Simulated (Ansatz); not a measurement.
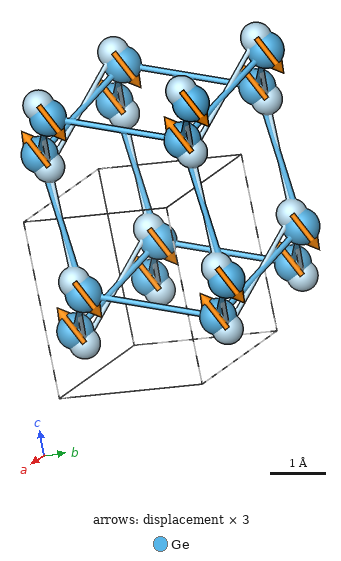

A relaxation of crystalline Ge (set up in P-1). The starting structure is drawn faded, the final one solid; orange arrows show the displacements, magnified 3 times.

Style: ball-and-stick. Shown: the cell of the calculation, reduced to other axes, repeated 2 × 2 × 2 with one cell outlined, slightly off an axis. Lengths and directions refer to the drawn axes.

Case: all atoms moved at random, sigma 0.25 Å for each component, cell strained at random, sigma 0.06; relaxed back.

Level of theory: DFT PBEsol, scalar-relativistic, plane waves, PAW in Ansatz 0.2.0.

Input
```yaml
crystal:
  lattice:
    - [0.0386935345, 2.9769319415, 2.9969934424]
    - [3.1005499369, -0.1374766991, 3.173163676]
    - [2.8250864308, 2.877638669, 0.1379868071]
  atoms:
    - { symbol: Ge, position: [0.5072754515, 0.4216495915, 0.5215237509] }
    - { symbol: Ge, position: [0.7427245485, 0.8283504085, 0.7284762491] }
basis:
  ecutwfc: 420
kpoints:
  mp_grid: { grid: [10, 10, 10] }
hamiltonian:
  xc: pbesol
scf:
  occupations: { method: gaussian, width: 0.15 }
output:
  forces: true
  stress: true
  eigenvalues: true
relax:
  adjacent_minimum: "off"
  f_tol: 0.01
  max_steps: 80
```

Run as
```bash
ansatz run input.yaml --threads 1 --pin off --max-ram 2560MiB --backend cpu --events-out ev --progress --plain --runs-dir out
```

Question: Describe the change and its energy.

Answer: The largest moves, 0.28 Å, are those of Ge1 and Ge2. Ge1 goes roughly along [0 −2 3]. The lattice vectors keep their values. Some distances before and after: Ge1–Ge2 2.184 → 2.705 Å, Ge1–Ge2 (another image) 3.013 → 2.586 Å, Ge1–Ge2 (another image) 2.680 → 2.505 Å, Ge1–Ge2 (another image) 2.694 → 2.560 Å. Bond angles that change, for instance: Ge2–Ge1–Ge2 127.0° → 112.2°, Ge2–Ge1–Ge2 123.3° → 110.7°, Ge2–Ge1–Ge2 96.0° → 104.1°. The space group stays P-1 (No. 2). Over 4 accepted moves (5 points after the start) the energy falls by 544 meV per atom. The largest force component goes from 2.7 to 0.0004 eV/Å. 1 step only repeated the SCF at the same geometry.
